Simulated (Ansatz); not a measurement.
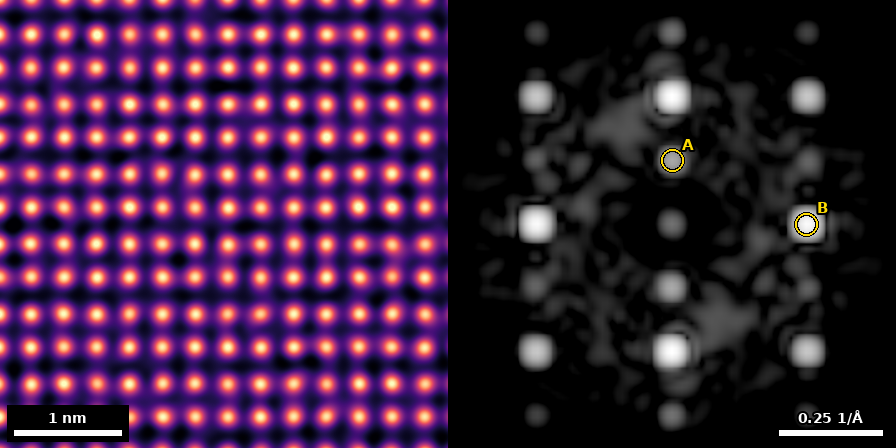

iDPC-like image of Na (Fmmm, No. 69) along [100]. Simulated as the projected potential of neutral atoms (B = 0.5 Å²) blurred by a 1.30 Å probe, the thin-sample limit of integrated differential phase contrast. The speckle of an amorphous layer was added. Structure: the geometry relaxed with Ansatz 0.2.0, DFT r2SCAN, scalar-relativistic, plane waves, PAW; the starting structure was generated, so it need not be a known form of this composition.

The right panel is the modulus of the image's Fourier transform on a logarithmic scale.

a = 3.861 Å, b = 6.113 Å, c = 13.024 Å, α = 90.00°, β = 90.00°, γ = 90.00°

Index the marked spots and give their plane spacings (the zone axis points at the viewer; indices equivalent by symmetry, or all signs reversed, are as good).

A: (0 0 -2), d = 6.51 Å; B: (0 -2 0), d = 3.06 Å. A and B enclose 90°, and every spot obeys the zone law hu + kv + lw = 0 for [100].
